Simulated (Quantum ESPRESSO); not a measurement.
Br: band-structure run (part 2 of 2)

Continued. System: Br (Cmce, 4 atoms in the cell). Method: Kohn-Sham DFT of a periodic cell, LDA, GBRV 1.5 LDA, no spin polarisation (Quantum ESPRESSO 7.5); cutoff 612.26 eV, 7×7×3 k-mesh, fermi-dirac of 0.05 eV. The structure derives from an entry of the Crystallography Open Database.

**The program's output, continued**
```
   -14.4990 -14.3941 -11.6952 -11.4855  -3.6895  -3.3072  -1.5179  -1.4004
    -1.0764  -0.8087   0.5637   0.6095   0.8183   1.2123   3.5540   3.7764
     8.6636   8.7194   9.6592  10.0734  10.7326

          k =-0.0899-0.3906 0.1622 (  4667 PWs)   bands (ev):

   -14.4737 -14.4213 -11.6430 -11.5382  -3.5213  -3.2965  -1.8185  -1.6222
    -1.0676  -0.9079   0.8019   0.8634   1.1129   1.1827   3.4131   3.5928
     8.6613   8.7488   9.7248  10.1477  10.4809

          k =-0.0000-0.2604 0.0000 (  4663 PWs)   bands (ev):

   -14.6173 -14.3980 -11.8108 -11.3639  -3.7358  -3.0068  -1.3330  -1.2365
    -0.8091  -0.6171   0.7302   0.8938   0.9367   1.2352   3.1851   3.7531
     7.8585   8.4893   9.4066   9.7074  10.2577

          k =-0.0000-0.2604 0.1622 (  4674 PWs)   bands (ev):

   -14.5672 -14.4581 -11.6963 -11.4735  -3.5549  -3.1734  -1.4962  -1.1702
    -0.7656  -0.6702   0.6763   1.0146   1.0681   1.1632   3.3129   3.6343
     7.8836   8.2594   9.6777   9.9777  10.2042

          k = 0.3596-0.0000 0.0000 (  4680 PWs)   bands (ev):

   -14.5960 -14.3230 -11.7954 -11.2395  -3.6038  -2.8553  -1.7239  -1.2985
    -1.1899  -1.1242   0.2936   0.4867   0.8810   1.2321   3.0971   3.5888
     8.6656   8.7893   8.7977   9.8177  10.1189

          k = 0.3596-0.0000 0.1622 (  4675 PWs)   bands (ev):

   -14.5352 -14.3997 -11.6512 -11.3745  -3.4597  -3.1026  -1.6423  -1.4496
    -1.0186  -0.8879   0.1487   0.5377   0.8058   1.1387   3.1356   3.3830
     8.9628   9.1679   9.4923   9.9454   9.9678

          k = 0.4495 0.1302 0.0000 (  4674 PWs)   bands (ev):

   -14.5300 -14.2997 -11.7424 -11.2860  -3.5762  -2.9882  -2.0260  -1.6342
    -1.1884  -1.1821   0.2305   0.3232   0.9404   1.2328   3.1038   3.5131
     8.6202   9.2210   9.2993   9.4170  10.2253

          k = 0.4495 0.1302 0.1622 (  4678 PWs)   bands (ev):

   -14.4777 -14.3632 -11.6245 -11.3970  -3.4561  -3.1625  -1.9342  -1.7448
    -1.1955  -1.0323   0.2119   0.6421   0.6645   1.0728   3.1826   3.4015
     9.0588   9.1198   9.5150  10.0371  10.0782

          k =-0.0899-0.6510 0.0000 (  4672 PWs)   bands (ev):

   -14.4596 -14.3200 -11.6722 -11.4073  -3.5558  -3.2583  -2.0265  -1.6297
    -1.2614  -1.2605   0.1805   0.4014   0.9186   1.2474   3.2995   3.5457
     9.0644   9.2706   9.8566  10.0120  10.6070

          k =-0.0899-0.6510 0.1622 (  4671 PWs)   bands (ev):

   -14.4266 -14.3569 -11.6050 -11.4727  -3.4519  -3.2691  -1.9468  -1.8129
    -1.4556  -1.3225   0.4328   0.6472   0.9282   1.0769   3.3102   3.4773
     9.3506   9.4414   9.5560  10.0675  10.4175

          k =-0.0000-0.5208 0.0000 (  4697 PWs)   bands (ev):

   -14.4133 -14.3949 -11.5877 -11.5594  -3.5311  -3.4781  -1.7082  -1.4233
    -1.3349  -1.1672   0.3838   0.4228   0.7851   1.2525   3.6282   3.6531
     9.2662   9.4233  10.2653  10.4554  10.5167

          k =-0.0000-0.5208 0.1622 (  4668 PWs)   bands (ev):

   -14.4086 -14.3993 -11.5816 -11.5675  -3.4227  -3.3792  -1.7536  -1.6655
    -1.6033  -1.3433   0.6379   0.8953   1.0615   1.1070   3.4364   3.5013
     9.5337   9.6005   9.9832  10.2769  10.4941

          k = 0.5395-0.0000 0.0000 (  4664 PWs)   bands (ev):

   -14.5154 -14.2684 -11.7328 -11.2428  -3.5158  -2.9388  -2.3253  -1.6314
    -1.3308  -1.1220  -0.0232   0.1156   0.8658   1.2580   3.0755   3.4805
     8.3775   8.6216   8.7288   9.4608  10.8839

          k = 0.5395-0.0000 0.1622 (  4684 PWs)   bands (ev):

   -14.4597 -14.3370 -11.6057 -11.3615  -3.4109  -3.1343  -2.1996  -1.8747
    -1.1547  -0.9863   0.1055   0.4054   0.5577   0.9911   3.0802   3.2852
     8.7617   9.0060   9.4488   9.7872  10.3852

          k =-0.0000-0.7812 0.0000 (  4694 PWs)   bands (ev):

   -14.4882 -14.2732 -11.7091 -11.2896  -3.5167  -3.0319  -2.3279  -1.6116
    -1.4585  -1.1785  -0.0474   0.2393   0.9325   1.2633   3.0838   3.4561
     8.4125   9.0540   9.0910   9.4198  10.8889

          k =-0.0000-0.7812 0.1622 (  4696 PWs)   bands (ev):

   -14.4391 -14.3321 -11.6008 -11.3916  -3.4203  -3.1759  -2.1977  -1.8610
    -1.3797  -1.1052   0.2941   0.3376   0.7115   0.9701   3.1487   3.3544
     8.8898   8.9611   9.7274   9.8041  10.4133

     the Fermi energy is     2.1649 ev

!    total energy              =    -186.19720987 Ry
     estimated scf accuracy    <          4.4E-11 Ry
     smearing contrib. (-TS)   =      -0.00000000 Ry
     internal energy E=F+TS    =    -186.19720987 Ry

     The total energy is F=E-TS. E is the sum of the following terms:
     one-electron contribution =     -13.06608779 Ry
     hartree contribution      =      17.68575245 Ry
     xc contribution           =    -103.01882039 Ry
     ewald contribution        =     -87.79805414 Ry

     convergence has been achieved in   8 iterations

     Forces acting on atoms (cartesian axes, Ry/au):

     atom    1 type  1   force =     0.00000000    0.01368891   -0.02834873
     atom    2 type  1   force =    -0.00000000   -0.01368891   -0.02834873
     atom    3 type  1   force =     0.00000000   -0.01368891    0.02834873
     atom    4 type  1   force =    -0.00000000    0.01368891    0.02834873

     Total force =     0.062961     Total SCF correction =     0.000010

     Computing stress (Cartesian axis) and pressure

          total   stress  (Ry/bohr**3)                   (kbar)     P=      -10.81
  -0.00007502   0.00000000   0.00000000          -11.04        0.00        0.00
   0.00000000  -0.00012196   0.00000000            0.00      -17.94        0.00
   0.00000000   0.00000000  -0.00002347            0.00        0.00       -3.45

=------------------------------------------------------------------------------=
   JOB DONE.
=------------------------------------------------------------------------------=
```

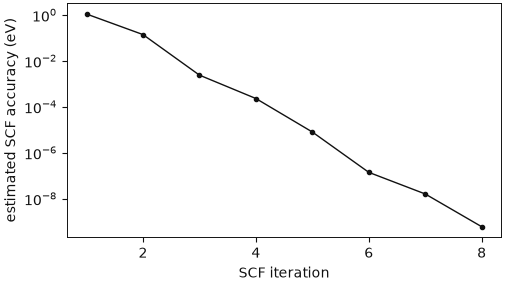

*Convergence of the self-consistent field: estimated SCF accuracy against the iteration.*

The field takes 8 iterations in all.

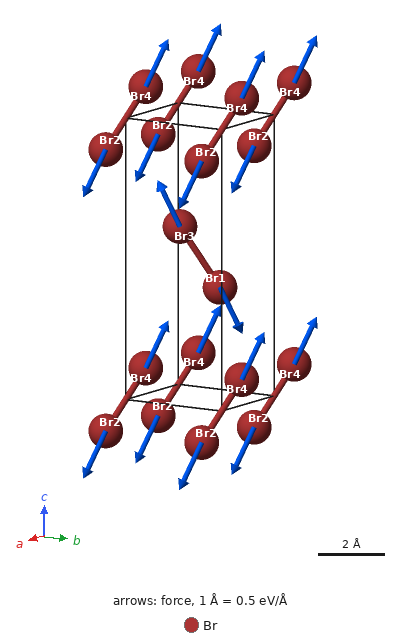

*Forces on the atoms as blue arrows (ball-and-stick view of the cell of the calculation, seen slightly off an axis; atoms are numbered from 1 in the order of the input).*

The largest act on all 4 Br atoms (0.81 eV/Å). The geometry is not a stationary point of this energy.

The run was set up as follows.

**Input**
```
&CONTROL
  calculation = 'scf'
  prefix = 'pwscf'
  outdir = './tmp'
  pseudo_dir = './pseudo'
  tprnfor = .true.
  tstress = .true.
  disk_io = 'low'
/
&SYSTEM
  ibrav = 0
  celldm(1) = 8
  nat = 4
  ntyp = 1
  ecutwfc = 45
  ecutrho = 360
  nbnd = 21
  occupations = 'smearing'
  smearing = 'fd'
  degauss = 0.00367493
/
&ELECTRONS
  conv_thr = 8d-10
  electron_maxstep = 120
  mixing_beta = 0.5
/
ATOMIC_SPECIES
Br    79.9040 br_lda_v1.4.uspp.F.UPF
CELL_PARAMETERS alat
  0.7944526735810  -0.5486229263437   0.0000000000000
  0.7944526735810   0.5486229263437   0.0000000000000
  0.0000000000000   0.0000000000000   2.0556204567914
ATOMIC_POSITIONS crystal
Br     0.3651000000    0.6349000000    0.3901000000
Br     0.1349000000    0.8651000000    0.8901000000
Br     0.6349000000    0.3651000000    0.6099000000
Br     0.8651000000    0.1349000000    0.1099000000
K_POINTS automatic
7 7 3 0 0 0
```

**File bands.in**
```
&CONTROL
  calculation = 'bands'
  prefix = 'pwscf'
  outdir = './tmp'
  pseudo_dir = './pseudo'
  disk_io = 'low'
  verbosity = 'high'
/
&SYSTEM
  ibrav = 0
  celldm(1) = 8
  nat = 4
  ntyp = 1
  ecutwfc = 45
  ecutrho = 360
  nbnd = 21
  occupations = 'smearing'
  smearing = 'fd'
  degauss = 0.00367493
/
&ELECTRONS
  conv_thr = 1d-08
  electron_maxstep = 120
  mixing_beta = 0.5
  diago_full_acc = .true.
  startingwfc = 'random'
/
ATOMIC_SPECIES
Br    79.9040 br_lda_v1.4.uspp.F.UPF
CELL_PARAMETERS alat
  0.7944526735810  -0.5486229263437   0.0000000000000
  0.7944526735810   0.5486229263437   0.0000000000000
  0.0000000000000   0.0000000000000   2.0556204567914
ATOMIC_POSITIONS crystal
Br     0.3651000000    0.6349000000    0.3901000000
Br     0.1349000000    0.8651000000    0.8901000000
Br     0.6349000000    0.3651000000    0.6099000000
Br     0.8651000000    0.1349000000    0.1099000000
K_POINTS crystal
60
 0.0000000000  0.0000000000  0.0000000000 1
 0.0527458215 -0.0527458215  0.0000000000 1
 0.1054916430 -0.1054916430  0.0000000000 1
 0.1582374645 -0.1582374645  0.0000000000 1
 0.2109832860 -0.2109832860  0.0000000000 1
 0.2637291075 -0.2637291075  0.0000000000 1
 0.3164749290 -0.3164749290  0.0000000000 1
 0.3692207505 -0.3692207505  0.0000000000 1
 0.2769155629 -0.4019155629  0.0000000000 1
 0.1846103753 -0.4346103753  0.0000000000 1
 0.0923051876 -0.4673051876  0.0000000000 1
 0.0000000000 -0.5000000000  0.0000000000 1
 0.0000000000 -0.5000000000 -0.2500000000 1
 0.0000000000 -0.5000000000 -0.5000000000 1
 0.0923051876 -0.4673051876 -0.5000000000 1
 0.1846103753 -0.4346103753 -0.5000000000 1
 0.2769155629 -0.4019155629 -0.5000000000 1
 0.3692207505 -0.3692207505 -0.5000000000 1
 0.3230681567 -0.3230681567 -0.5000000000 1
 0.2769155629 -0.2769155629 -0.5000000000 1
 0.2307629691 -0.2307629691 -0.5000000000 1
 0.1846103753 -0.1846103753 -0.5000000000 1
 0.1384577814 -0.1384577814 -0.5000000000 1
 0.0923051876 -0.0923051876 -0.5000000000 1
 0.0461525938 -0.0461525938 -0.5000000000 1
 0.0000000000  0.0000000000 -0.5000000000 1
 0.0000000000  0.0000000000 -0.2500000000 1
 0.0000000000  0.0000000000  0.0000000000 1
-0.0625000000 -0.0625000000  0.0000000000 1
-0.1250000000 -0.1250000000  0.0000000000 1
-0.1875000000 -0.1875000000  0.0000000000 1
-0.2500000000 -0.2500000000  0.0000000000 1
-0.3125000000 -0.3125000000  0.0000000000 1
-0.3750000000 -0.3750000000  0.0000000000 1
-0.4375000000 -0.4375000000  0.0000000000 1
-0.5000000000 -0.5000000000  0.0000000000 1
-0.4564069168 -0.5435930832  0.0000000000 1
-0.4128138337 -0.5871861663  0.0000000000 1
-0.3692207505 -0.6307792495  0.0000000000 1
-0.3692207505 -0.6307792495 -0.1666666667 1
-0.3692207505 -0.6307792495 -0.3333333333 1
-0.3692207505 -0.6307792495 -0.5000000000 1
-0.4128138337 -0.5871861663 -0.5000000000 1
-0.4564069168 -0.5435930832 -0.5000000000 1
-0.5000000000 -0.5000000000 -0.5000000000 1
-0.5000000000 -0.5000000000 -0.3333333333 1
-0.5000000000 -0.5000000000 -0.1666666667 1
-0.5000000000 -0.5000000000  0.0000000000 1
 0.0000000000  0.0000000000 -0.5000000000 1
-0.0454545455 -0.0454545455 -0.5000000000 1
-0.0909090909 -0.0909090909 -0.5000000000 1
-0.1363636364 -0.1363636364 -0.5000000000 1
-0.1818181818 -0.1818181818 -0.5000000000 1
-0.2272727273 -0.2272727273 -0.5000000000 1
-0.2727272727 -0.2727272727 -0.5000000000 1
-0.3181818182 -0.3181818182 -0.5000000000 1
-0.3636363636 -0.3636363636 -0.5000000000 1
-0.4090909091 -0.4090909091 -0.5000000000 1
-0.4545454545 -0.4545454545 -0.5000000000 1
-0.5000000000 -0.5000000000 -0.5000000000 1
```

Command:
```bash
OMP_NUM_THREADS=1 mpirun -n 2 pw.x -nk 2 -in pw.in > pw.out
OMP_NUM_THREADS=1 mpirun -n 2 pw.x -nk 2 -in bands.in > bands.out
```

**Summary**

```json
{"quantity": "outcome", "value": "converged"}
{"quantity": "space group (tolerance 0.01 Å)", "value": "Cmce (64)"}
{"quantity": "electrons treated", "value": "28"}
{"quantity": "free energy", "value": "−2533.3421 eV"}
{"quantity": "Fermi energy", "value": "2.165 eV"}
{"quantity": "gap on the k-point mesh", "value": "1.74 eV"}
{"quantity": "gap on the band path", "value": "1.70 eV"}
{"quantity": "pressure", "value": "−1.08 GPa"}
{"quantity": "largest force (length of the vector)", "value": "0.809 eV/Å"}
{"quantity": "hardware", "value": "2 threads of Intel Xeon (Granite Rapids), 192 GiB of memory available, shared host"}
{"quantity": "wall time", "value": "47 s (CPU time 93 s)"}
{"quantity": "peak memory", "value": "0.56 GiB"}
```
